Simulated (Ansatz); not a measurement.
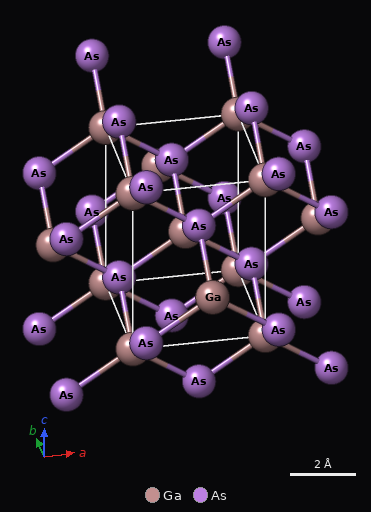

Starting structure of a crystal of GaAs (set up in I-4m2). A ball-and-stick model of the cell of the calculation, seen from a free direction.

Case: biaxial strain in the a-b plane of +4.0 %; c and atoms relaxed.

All numbers below come from DFT PBEsol, scalar-relativistic, plane waves, PAW (Ansatz).

Input
```yaml
crystal:
  lattice:
    - [2.9421354669, 2.9421354669, 0.0]
    - [-2.9421354669, 2.9421354669, 0.0]
    - [0.0, 0.0, 5.5221619532]
  atoms:
    - { symbol: Ga, position: [0.0, 0.0, 0.0] }
    - { symbol: Ga, position: [0.5, 0.5, 0.5] }
    - { symbol: As, position: [0.5, 0.0, 0.75] }
    - { symbol: As, position: [0.0, 0.5, 0.25] }
basis:
  ecutwfc: 420
kpoints:
  mp_grid: { grid: [10, 10, 6] }
hamiltonian:
  xc: pbesol
scf:
  occupations: { method: gaussian, width: 0.01 }
output:
  forces: true
  stress: true
  eigenvalues: true
  write_density: true
  write_potential: true
  elf: true
  volumetric_format: npy
relax:
  adjacent_minimum: "off"
  f_tol: 0.008
  max_steps: 40
  cell: { stress_tol: 0.015, fix: [a, b, gamma] }
```

Run as
```bash
ansatz run input.yaml --threads 1 --pin off --max-ram 2560MiB --backend cpu --events-out ev --progress --plain --runs-dir out
```

Where does the relaxation end?

Answer. No atom moves by more than 0.005 Å relative to the cell. The drawn cell changes as follows: a = b unchanged at 4.161 Å, c 5.522 → 5.451 Å (−1.3 %); the volume changes by −1.3 %. Among the contacts that change: Ga1–As3 2.497 → 2.487 Å. The space group stays I-4m2 (No. 119). Over 2 accepted moves (3 points after the start) the energy falls by 1.0 meV per atom. All forces vanish by symmetry, so only the cell relaxes. Pressure: −3.27 GPa at the start and −2.59 GPa at the end. At 1 point the geometry stayed and the basis and grid were re-selected for the new cell (energy shift of 0.1 meV per atom at most each time). Cost: 2.3 min on 1 thread of Arm Neoverse V1, on a shared host, peak memory 0.48 GiB.

History of the run:

```tsv
step	E − E(0), meV/atom	pressure, GPa	volume, Å³/atom	note
0	0.00	-3.27	23.900	
1	-1.08	-2.65	23.620	
2	-1.09	-2.59	23.593	
3	-1.04	-2.59	23.593	same geometry, new basis
```

After the run, drawn alike:

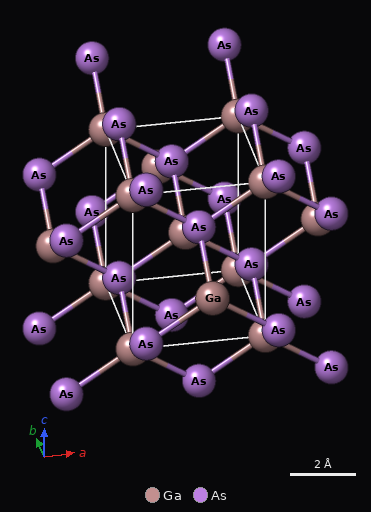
